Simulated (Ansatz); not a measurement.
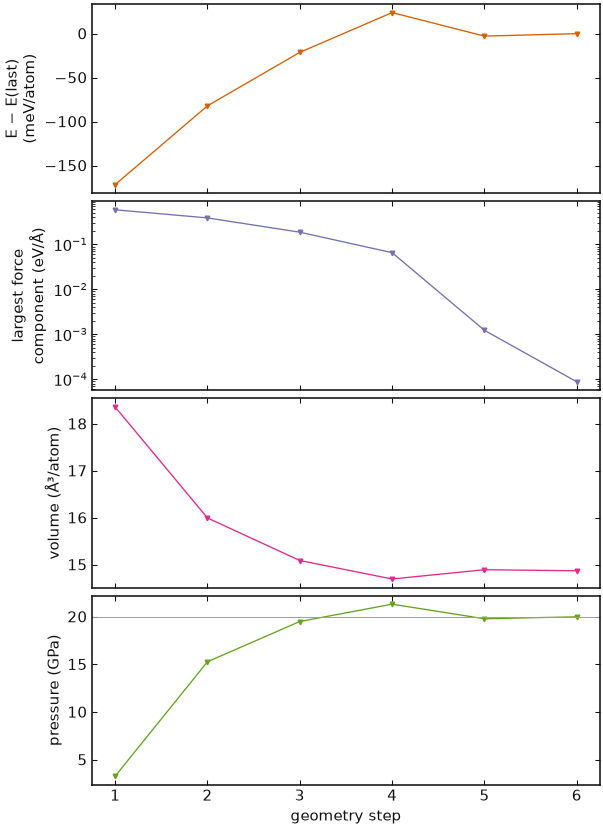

History of a geometry optimisation. The run: MoS₂ (P6_3/mmc, 6 atoms in the cell), by Ansatz, DFT, PAW plane waves, PBE+U, spin-orbit; cutoff 420 eV, 8×8×2 k-mesh, Fermi–Dirac smearing of 0.0714 eV, U = 3.79 eV on Mo d. Atoms and cell relax. A closing SCF on a freshly chosen basis isn't drawn.

The optimisation met its thresholds at geometry 6, counting the start as the first. The energy of the last step lies about 170 meV/atom above the first, with a rise at steps 2, 3, 4 and 6. The target is 20 GPa, so the enthalpy and not the energy is minimised. The largest force component goes from about 0.59 eV/Å at the start to 9 × 10⁻⁵ eV/Å at the end. The volume shrinks from 18.4 to 14.9 Å³ per atom (−19 %), as the pressure goes from 3.3 GPa to about 20 GPa.
